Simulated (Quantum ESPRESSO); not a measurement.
# black phosphorene, 1 layer, stepped through strain along the second axis, part 2 of 6

Aim: how the results for black phosphorene, 1 layer change with strain along the second axis.

Quantum ESPRESSO 7.5; plane-wave DFT, PBE, GBRV ultrasoft pseudopotentials.

So far. Step 2 (Variable-cell relaxation of the reference):  The last row is no step: it is a fresh SCF in the final cell with a new plane-wave basis, -0 meV from the row before.

**3. Relaxing the ions, -4 %**

Contents of m0.relax.in:

```
&control
  prefix = 'm0.relax'
  outdir = './out'
  pseudo_dir = './pseudo'
  nstep = 40
  forc_conv_thr = 0.0003
  calculation = 'relax'
  tstress = .true.
/
&system
  ibrav = 0
  nat = 4
  ntyp = 1
  ecutwfc = 50
  ecutrho = 250
  occupations = 'smearing'
  smearing = 'fd'
  degauss = 0.002
/
&electrons
  conv_thr = 1e-09
  mixing_beta = 0.4
  electron_maxstep = 120
  mixing_mode = 'plain'
/
&ions
/
ATOMIC_SPECIES
  P   30.9738  p_pbe_v1.5.uspp.F.UPF
CELL_PARAMETERS angstrom
  4.62062627700000 0.00000000000000 0.00000000000000
  0.00000000000000 3.16937588448000 0.00000000000000
  0.00000000000000 0.00000000000000 17.24000000000000
ATOMIC_POSITIONS crystal
  P   0.088876791600 0.000000000000 0.438878701600
  P   0.411439913100 0.500000000000 0.438883251500
  P   0.588560086900 0.500000000000 0.561116748500
  P   0.911123208400 0.000000000000 0.561121298400
K_POINTS automatic
  8 10 1 0 0 0
```

Started as:

```
$ OMP_NUM_THREADS=1 mpirun -n 4 pw.x -nk 4 -in m0.relax.in > m0.relax.out
```

Output:

```text
[banner, memory and clock lines left out]
Program PWSCF v.7.5 starts
[citation notice left out]

[...]
Message from routine setup:
[...]
bravais-lattice index     =            0
     lattice parameter (alat)  =       8.7317  a.u.
     unit-cell volume          =    1703.7601 (a.u.)^3
     number of atoms/cell      =            4
     number of atomic types    =            1
     number of electrons       =        20.00
     number of Kohn-Sham states=           14
     kinetic-energy cutoff     =      50.0000  Ry
     charge density cutoff     =     250.0000  Ry
     scf convergence threshold =      1.0E-09
     mixing beta               =       0.4000
     number of iterations used =            8  plain     mixing
     energy convergence thresh.=      1.0E-04
     force convergence thresh. =      3.0E-04
     Exchange-correlation=  SLA  PW   PBX  PBC
                           (   1   4   3   4   0   0   0)
     nstep                     =           40

[...]
PseudoPot. # 1 for P  read from file:
     ./pseudo/p_pbe_v1.5.uspp.F.UPF
     Pseudo is Ultrasoft + core correction, Zval =  5.0
     Generated by new atomic code, or converted to UPF format
     Using radial grid of  903 points,  6 beta functions with:
                l(1) =   0
                l(2) =   0
                l(3) =   1
                l(4) =   1
                l(5) =   2
                l(6) =   2
     Q(r) pseudized with  8 coefficients,  rinner =    1.300   1.300   1.300
                                                       1.300   1.300

     atomic species   valence    mass     pseudopotential
     P                 5.00    30.97380     P ( 1.00)

      4 Sym. Ops., with inversion, found

[...]
number of k points=    30  Fermi-Dirac smearing, width (Ry)=  0.0020
[...]
Dense  grid:   113691 G-vectors     FFT dimensions: (  45,  32, 180)

     Smooth grid:    81415 G-vectors     FFT dimensions: (  40,  27, 150)

     Initial potential from superposition of free atoms

     starting charge      19.9994, renormalised to      20.0000

     negative rho (up, down):  7.109E-05 0.000E+00
     Starting wfcs are   16 randomized atomic wfcs

     per-process dynamical memory:    85.6 Mb

     Self-consistent Calculation

     iteration #  1     ecut=    50.00 Ry     beta= 0.40
     Davidson diagonalization with overlap
     ethr =  1.00E-02,  avg # of iterations =  3.2

     Threshold (ethr) on eigenvalues was too large:
     Diagonalizing with lowered threshold

     Davidson diagonalization with overlap
     ethr =  3.34E-04,  avg # of iterations =  2.9

     negative rho (up, down):  9.126E-06 0.000E+00

     total energy              =     -62.05957377 Ry
     estimated scf accuracy    <       0.07022086 Ry

     iteration #  2     ecut=    50.00 Ry     beta= 0.40
[...]
negative rho (up, down):  5.961E-05 0.000E+00

[...]
total energy              =     -62.05658795 Ry
     estimated scf accuracy    <       0.02004387 Ry

     iteration #  3     ecut=    50.00 Ry     beta= 0.40
[...]
negative rho (up, down):  7.995E-05 0.000E+00

[...]
total energy              =     -62.05819647 Ry
     estimated scf accuracy    <       0.00083224 Ry

     iteration #  4     ecut=    50.00 Ry     beta= 0.40
[...]
negative rho (up, down):  9.509E-05 0.000E+00

[...]
total energy              =     -62.05850271 Ry
     estimated scf accuracy    <       0.00034082 Ry

     iteration #  5     ecut=    50.00 Ry     beta= 0.40
[...]
negative rho (up, down):  1.045E-04 0.000E+00

[...]
total energy              =     -62.05857817 Ry
     estimated scf accuracy    <       0.00004355 Ry

     iteration #  6     ecut=    50.00 Ry     beta= 0.40
[...]
negative rho (up, down):  1.102E-04 0.000E+00

[...]
total energy              =     -62.05862790 Ry
     estimated scf accuracy    <       0.00000237 Ry

     iteration #  7     ecut=    50.00 Ry     beta= 0.40
[...]
negative rho (up, down):  1.139E-04 0.000E+00

[...]
total energy              =     -62.05862997 Ry
     estimated scf accuracy    <       0.00000042 Ry

     iteration #  8     ecut=    50.00 Ry     beta= 0.40
[...]
negative rho (up, down):  1.161E-04 0.000E+00

[...]
total energy              =     -62.05863008 Ry
     estimated scf accuracy    <       0.00000021 Ry

     iteration #  9     ecut=    50.00 Ry     beta= 0.40
[...]
negative rho (up, down):  1.175E-04 0.000E+00

[...]
total energy              =     -62.05863010 Ry
     estimated scf accuracy    <       0.00000002 Ry

     iteration # 10     ecut=    50.00 Ry     beta= 0.40
[...]
negative rho (up, down):  1.196E-04 0.000E+00

[...]
End of self-consistent calculation

          k = 0.0000 0.0000 0.0000 ( 10171 PWs)   bands (ev):

   -16.6827 -14.2888 -10.5946  -7.3140  -6.1691  -6.1340  -4.3036  -3.2932
    -2.7867  -1.4105  -0.7383   0.7269   1.9087   2.4112

          k = 0.0000 0.1458 0.0000 ( 10141 PWs)   bands (ev):

   -16.5516 -14.1533 -10.6018  -7.2123  -6.1885  -6.0171  -5.1322  -3.6255
    -3.2262  -1.3951  -0.6147   1.6444   1.8527   2.9314

[...]
the Fermi energy is    -1.0541 ev

!    total energy              =     -62.05863012 Ry
     estimated scf accuracy    <          4.3E-10 Ry
     smearing contrib. (-TS)   =      -0.00000001 Ry
     internal energy E=F+TS    =     -62.05863011 Ry

     The total energy is F=E-TS. E is the sum of the following terms:
     one-electron contribution =    -291.02614162 Ry
     hartree contribution      =     149.17684625 Ry
     xc contribution           =     -23.68658920 Ry
     ewald contribution        =     103.47725447 Ry

     convergence has been achieved in  10 iterations

     negative rho (up, down):  1.196E-04 0.000E+00

     Forces acting on atoms (cartesian axes, Ry/au):

     atom    1 type  1   force =    -0.00931559    0.00000000   -0.00204297
     atom    2 type  1   force =     0.00898709    0.00000000   -0.00207480
     atom    3 type  1   force =    -0.00898709    0.00000000    0.00207480
     atom    4 type  1   force =     0.00931559    0.00000000    0.00204297

     Total force =     0.018763     Total SCF correction =     0.000036

     Computing stress (Cartesian axis) and pressure

     negative rho (up, down):  1.196E-04 0.000E+00
          total   stress  (Ry/bohr**3)                   (kbar)     P=       13.32
   0.00006160   0.00000000   0.00000078            9.06        0.00        0.11
   0.00000000   0.00020044   0.00000000            0.00       29.49        0.00
   0.00000078   0.00000000   0.00000957            0.11        0.00        1.41

     BFGS Geometry Optimization
     Energy error            =      3.5E-04 Ry
     Gradient error          =      9.3E-03 Ry/Bohr

     number of scf cycles    =   1
     number of bfgs steps    =   0

     energy             new  =     -62.0586301199 Ry

     new trust radius        =       0.0095369735 bohr
     new conv_thr            =       0.0000000010 Ry

ATOMIC_POSITIONS (crystal)
P                0.0878099242        0.0000000000        0.4388159932
P                0.4124691592        0.5000000000        0.4388195662
P                0.5875308408        0.5000000000        0.5611804338
P                0.9121900758        0.0000000000        0.5611840068

[...]
NEW-OLD atomic charge density approx. for the potential

     negative rho (up, down):  1.199E-04 0.000E+00

     per-process dynamical memory:    92.1 Mb

[...]
!    total energy              =     -62.05889588 Ry
[...]
Total force =     0.009795     Total SCF correction =     0.000021
[...]
number of bfgs steps    =   1
[...]
energy             new  =     -62.0588958765 Ry
[...]
new trust radius        =       0.0104906708 bohr
[...]
!    total energy              =     -62.05900477 Ry
[...]
Total force =     0.002630     Total SCF correction =     0.000001
[...]
number of bfgs steps    =   2
[...]
energy             new  =     -62.0590047671 Ry
[...]
new trust radius        =       0.0019314418 bohr
[...]
!    total energy              =     -62.05901156 Ry
[...]
Total force =     0.001810     Total SCF correction =     0.000006
[...]
number of bfgs steps    =   3
[...]
energy             new  =     -62.0590115634 Ry
[...]
new trust radius        =       0.0021245860 bohr
[...]
Self-consistent Calculation

     iteration #  1     ecut=    50.00 Ry     beta= 0.40
     Davidson diagonalization with overlap
     ethr =  1.00E-06,  avg # of iterations =  2.0

     Threshold (ethr) on eigenvalues was too large:
     Diagonalizing with lowered threshold

     Davidson diagonalization with overlap
     ethr =  3.37E-09,  avg # of iterations =  6.1

     negative rho (up, down):  1.192E-04 0.000E+00

     total energy              =     -62.05901592 Ry
     estimated scf accuracy    <       0.00000048 Ry

[...]
iteration #  7     ecut=    50.00 Ry     beta= 0.40
[...]
negative rho (up, down):  1.194E-04 0.000E+00

[...]
End of self-consistent calculation

          k = 0.0000 0.0000 0.0000 ( 10171 PWs)   bands (ev):

   -16.5991 -14.1901 -10.5837  -7.2632  -6.2028  -6.1325  -4.1795  -3.3220
    -2.6447  -1.4404  -0.7396   0.8262   1.9917   2.4037

          k = 0.0000 0.1458 0.0000 ( 10141 PWs)   bands (ev):

   -16.4682 -14.0547 -10.5900  -7.1611  -6.2190  -6.0154  -5.0107  -3.4911
    -3.2512  -1.4281  -0.6156   1.6357   1.9580   2.9950

[...]
the Fermi energy is    -1.0708 ev

!    total energy              =     -62.05901598 Ry
     estimated scf accuracy    <          2.2E-12 Ry
     smearing contrib. (-TS)   =      -0.00000001 Ry
     internal energy E=F+TS    =     -62.05901597 Ry

     The total energy is F=E-TS. E is the sum of the following terms:
     one-electron contribution =    -290.14892211 Ry
     hartree contribution      =     148.75688151 Ry
     xc contribution           =     -23.66253213 Ry
     ewald contribution        =     102.99555675 Ry

     convergence has been achieved in   7 iterations

     negative rho (up, down):  1.194E-04 0.000E+00

     Forces acting on atoms (cartesian axes, Ry/au):

     atom    1 type  1   force =     0.00015729    0.00000000   -0.00019397
     atom    2 type  1   force =    -0.00029082    0.00000000   -0.00019754
     atom    3 type  1   force =     0.00029082    0.00000000    0.00019754
     atom    4 type  1   force =    -0.00015729    0.00000000    0.00019397

     Total force =     0.000610     Total SCF correction =     0.000004

     Computing stress (Cartesian axis) and pressure

     negative rho (up, down):  1.194E-04 0.000E+00
          total   stress  (Ry/bohr**3)                   (kbar)     P=       10.71
   0.00002981   0.00000000   0.00000031            4.39        0.00        0.05
   0.00000000   0.00018775   0.00000000            0.00       27.62        0.00
   0.00000031   0.00000000   0.00000087            0.05        0.00        0.13

     Energy error            =      4.4E-06 Ry
     Gradient error          =      2.9E-04 Ry/Bohr

     bfgs converged in   5 scf cycles and   4 bfgs steps
     (criteria: energy <  1.0E-04 Ry, force <  3.0E-04 Ry/Bohr)

     End of BFGS Geometry Optimization

     Final energy             =     -62.0590159773 Ry

     File ./out/m0.relax.bfgs deleted, as requested
Begin final coordinates

ATOMIC_POSITIONS (crystal)
P                0.0865829934        0.0000000000        0.4385738094
P                0.4135445781        0.5000000000        0.4385752263
P                0.5864554219        0.5000000000        0.5614247737
P                0.9134170066        0.0000000000        0.5614261906
End final coordinates

[...]
```

Run time: 2.1 min. Hardware: 4 MPI ranks of Intel Xeon at 2.70GHz, shared host; peak memory 0.81 GiB.

Relaxation path:

```csv
step,energy less that of the first step (eV),largest force (eV/Å)
1,0.0000,0.2452
2,-0.0036,0.1292
3,-0.0051,0.0341
4,-0.0052,0.0243
5,-0.0053,0.0090
```

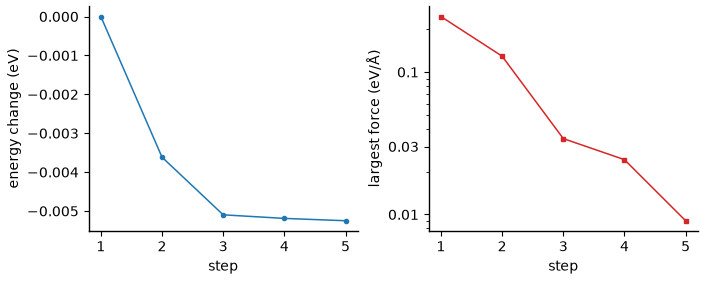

Energy and largest force along the relaxation.

The atoms that moved most (Å):

```csv
atom,dx,dy,dz,length
P4,0.011,0.000,0.005,0.012
P1,-0.011,0.000,-0.005,0.012
P3,-0.010,0.000,0.005,0.011
P2,0.010,0.000,-0.005,0.011
```

The relaxation lowers the energy by 1 meV an atom.

This step gave:

| Item | Value |
| --- | --- |
| free energy | -844.3559 eV |
| Fermi energy | -1.071 eV |

**4. Ground state, -4 %**

The self-consistent run of this member.

Contents of m0.scf.in:

```
&control
  prefix = 'm0.scf'
  outdir = './out'
  pseudo_dir = './pseudo'
  calculation = 'scf'
  tprnfor = .true.
/
&system
  ibrav = 0
  nat = 4
  ntyp = 1
  ecutwfc = 40
  ecutrho = 200
  occupations = 'smearing'
  smearing = 'fd'
  degauss = 0.002
  nbnd = 14
/
&electrons
  conv_thr = 1e-09
  mixing_beta = 0.4
  electron_maxstep = 120
  mixing_mode = 'plain'
/
ATOMIC_SPECIES
  P   30.9738  p_pbe_v1.5.uspp.F.UPF
CELL_PARAMETERS angstrom
  4.62062627700000 0.00000000000000 0.00000000000000
  0.00000000000000 3.16937588448000 0.00000000000000
  0.00000000000000 0.00000000000000 17.24000000000000
ATOMIC_POSITIONS crystal
  P   0.086582993400 0.000000000000 0.438573809400
  P   0.413544578100 0.500000000000 0.438575226300
  P   0.586455421900 0.500000000000 0.561424773700
  P   0.913417006600 0.000000000000 0.561426190600
K_POINTS automatic
  8 10 1 0 0 0
```

Started as:

```
$ OMP_NUM_THREADS=1 mpirun -n 4 pw.x -nk 4 -in m0.scf.in > m0.scf.out
```

Output:

```text
[banner, memory and clock lines left out]
Program PWSCF v.7.5 starts
[citation notice left out]

[...]
Message from routine setup:
[...]
bravais-lattice index     =            0
     lattice parameter (alat)  =       8.7317  a.u.
     unit-cell volume          =    1703.7601 (a.u.)^3
     number of atoms/cell      =            4
     number of atomic types    =            1
     number of electrons       =        20.00
     number of Kohn-Sham states=           14
     kinetic-energy cutoff     =      40.0000  Ry
     charge density cutoff     =     200.0000  Ry
     scf convergence threshold =      1.0E-09
     mixing beta               =       0.4000
     number of iterations used =            8  plain     mixing
     Exchange-correlation=  SLA  PW   PBX  PBC
                           (   1   4   3   4   0   0   0)

[...]
PseudoPot. # 1 for P  read from file:
     ./pseudo/p_pbe_v1.5.uspp.F.UPF
     Pseudo is Ultrasoft + core correction, Zval =  5.0
     Generated by new atomic code, or converted to UPF format
     Using radial grid of  903 points,  6 beta functions with:
                l(1) =   0
                l(2) =   0
                l(3) =   1
                l(4) =   1
                l(5) =   2
                l(6) =   2
     Q(r) pseudized with  8 coefficients,  rinner =    1.300   1.300   1.300
                                                       1.300   1.300

     atomic species   valence    mass     pseudopotential
     P                 5.00    30.97380     P ( 1.00)

      4 Sym. Ops., with inversion, found

[...]
number of k points=    30  Fermi-Dirac smearing, width (Ry)=  0.0020
[...]
Dense  grid:    81415 G-vectors     FFT dimensions: (  40,  27, 150)

     Smooth grid:    58149 G-vectors     FFT dimensions: (  36,  25, 135)

     Initial potential from superposition of free atoms

     starting charge      19.9994, renormalised to      20.0000

     negative rho (up, down):  9.828E-05 0.000E+00
     Starting wfcs are   16 randomized atomic wfcs

     per-process dynamical memory:    62.4 Mb

     Self-consistent Calculation

     iteration #  1     ecut=    40.00 Ry     beta= 0.40
     Davidson diagonalization with overlap
     ethr =  1.00E-02,  avg # of iterations =  3.1

     Threshold (ethr) on eigenvalues was too large:
     Diagonalizing with lowered threshold

     Davidson diagonalization with overlap
     ethr =  3.27E-04,  avg # of iterations =  3.1

     negative rho (up, down):  1.600E-04 0.000E+00

     total energy              =     -62.05984951 Ry
     estimated scf accuracy    <       0.06873787 Ry

     iteration #  2     ecut=    40.00 Ry     beta= 0.40
[...]
negative rho (up, down):  2.263E-04 0.000E+00

[...]
total energy              =     -62.05696644 Ry
     estimated scf accuracy    <       0.01963585 Ry

     iteration #  3     ecut=    40.00 Ry     beta= 0.40
[...]
negative rho (up, down):  2.427E-04 0.000E+00

[...]
total energy              =     -62.05849206 Ry
     estimated scf accuracy    <       0.00081257 Ry

     iteration #  4     ecut=    40.00 Ry     beta= 0.40
[...]
negative rho (up, down):  2.539E-04 0.000E+00

[...]
total energy              =     -62.05879591 Ry
     estimated scf accuracy    <       0.00029156 Ry

     iteration #  5     ecut=    40.00 Ry     beta= 0.40
[...]
negative rho (up, down):  2.598E-04 0.000E+00

[...]
total energy              =     -62.05888835 Ry
     estimated scf accuracy    <       0.00003036 Ry

     iteration #  6     ecut=    40.00 Ry     beta= 0.40
[...]
negative rho (up, down):  2.635E-04 0.000E+00

[...]
total energy              =     -62.05892195 Ry
     estimated scf accuracy    <       0.00000280 Ry

     iteration #  7     ecut=    40.00 Ry     beta= 0.40
[...]
negative rho (up, down):  2.662E-04 0.000E+00

[...]
total energy              =     -62.05892385 Ry
     estimated scf accuracy    <       0.00000054 Ry

     iteration #  8     ecut=    40.00 Ry     beta= 0.40
[...]
negative rho (up, down):  2.678E-04 0.000E+00

[...]
total energy              =     -62.05892396 Ry
     estimated scf accuracy    <       0.00000020 Ry

     iteration #  9     ecut=    40.00 Ry     beta= 0.40
[...]
negative rho (up, down):  2.688E-04 0.000E+00

[...]
total energy              =     -62.05892402 Ry
     estimated scf accuracy    <          7.4E-09 Ry

     iteration # 10     ecut=    40.00 Ry     beta= 0.40
[...]
negative rho (up, down):  2.705E-04 0.000E+00

[...]
End of self-consistent calculation

          k = 0.0000 0.0000 0.0000 (  7241 PWs)   bands (ev):

   -16.5992 -14.1902 -10.5837  -7.2632  -6.2027  -6.1326  -4.1795  -3.3220
    -2.6447  -1.4404  -0.7397   0.8262   1.9917   2.4037

          k = 0.0000 0.1458 0.0000 (  7264 PWs)   bands (ev):

   -16.4683 -14.0548 -10.5900  -7.1612  -6.2190  -6.0154  -5.0107  -3.4912
    -3.2512  -1.4280  -0.6157   1.6357   1.9581   2.9951

[...]
the Fermi energy is    -1.0709 ev

!    total energy              =     -62.05892404 Ry
     estimated scf accuracy    <          6.6E-10 Ry
     smearing contrib. (-TS)   =      -0.00000001 Ry
     internal energy E=F+TS    =     -62.05892403 Ry

     The total energy is F=E-TS. E is the sum of the following terms:
     one-electron contribution =    -290.14843130 Ry
     hartree contribution      =     148.75658056 Ry
     xc contribution           =     -23.66263003 Ry
     ewald contribution        =     102.99555673 Ry

     convergence has been achieved in  10 iterations

     negative rho (up, down):  2.705E-04 0.000E+00

     Forces acting on atoms (cartesian axes, Ry/au):

     atom    1 type  1   force =     0.00016001    0.00000000   -0.00019643
     atom    2 type  1   force =    -0.00029227   -0.00000000   -0.00019990
     atom    3 type  1   force =     0.00029227   -0.00000000    0.00019990
     atom    4 type  1   force =    -0.00016001    0.00000000    0.00019643

     Total force =     0.000616     Total SCF correction =     0.000033

[...]
```

Run time: 21 s. Hardware: 4 MPI ranks; peak memory 0.53 GiB.

This step gave:

| Property | Result |
| --- | --- |
| free energy | -844.3547 eV |
| valence top, on the run's zero | -1.428 eV |
| conduction bottom, on the run's zero | -0.7397 eV |
| gap by band count | 0.6883 eV |

[end of part 2 of 6]

[Logs are printed without paths, hosts, clocks, repeated set-up lines and the standing remarks that a program may print on its own settings, such as how far it seeks lower states.]

[Hosts, paths, dates, database ids (printed as entryN), source tags and the programs' standing remarks are cut or masked in the printed files.]

[Maps of the electrostatic potential energy from Ansatz leave out the sawtooth potential of an applied field or a dipole correction, so their vacuum need not be flat; planar profiles and work functions include it.]
